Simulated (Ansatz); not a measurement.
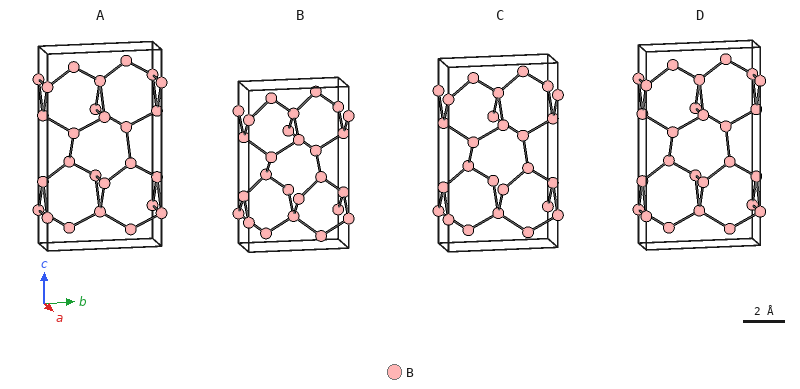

4 geometries from one relaxation of crystalline B (a generated structure, set up in Fddd) (coarse preliminary run), in shuffled order. A ball-and-stick model of the conventional cell (4 times the calculation's cell), seen slightly off an axis. Lengths and directions refer to the drawn axes.

These are results of DFT PBE, scalar-relativistic, plane waves, PAW (Ansatz), not measurements. (plane-wave cutoff 420 eV; k-point mesh 8 × 8 × 8; occupations gaussian; smearing width 0.1 eV; no spin polarisation; cell and atoms relaxed; force threshold 0.04 eV/Å; at most 70 steps)

Q: Order the frames from highest to lowest energy.

A: B, C, A, D. They are steps 0, 3, 5, 15, at +3.339 eV per cell of the calculation, +1.920 eV per cell of the calculation, +0.885 eV per cell of the calculation relative to the last. The largest moves relative to the cell, 0.13 Å, are those of B atoms. The drawn cell changes as follows: a 2.462 → 1.852 Å (−24.7 %), b 5.100 → 5.825 Å (+14.2 %), c 8.225 → 10.080 Å (+22.5 %); the volume changes by +5.3 %. Among the contacts that change: B–B 2.462 → 1.852 Å, B–B 1.656 → 1.867 Å, B–B 1.704 → 1.773 Å. Bond angles that change, for instance: B–B–B 96.0° → 59.5°, B–B–B 96.0° → 108.1°, B–B–B 112.3° → 119.1°. The space group stays Fddd (No. 70). Over 12 accepted moves (15 points after the start) the energy falls by 3.339 eV per cell of the calculation. Largest force component: 1.3 eV/Å at the start, 0.00045 eV/Å at the end. Pressure: 47.94 GPa at the start and 0.00 GPa at the end. The line search rejected the trial step at point 8 of the run. At 2 points the geometry stayed and the basis and grid were re-selected for the new cell (energy shift of 78.1 meV per cell of the calculation at most each time). The run took 48 s on 1 thread of Intel(R) Xeon(R) Processor (shared host), peak memory 0.36 GiB.
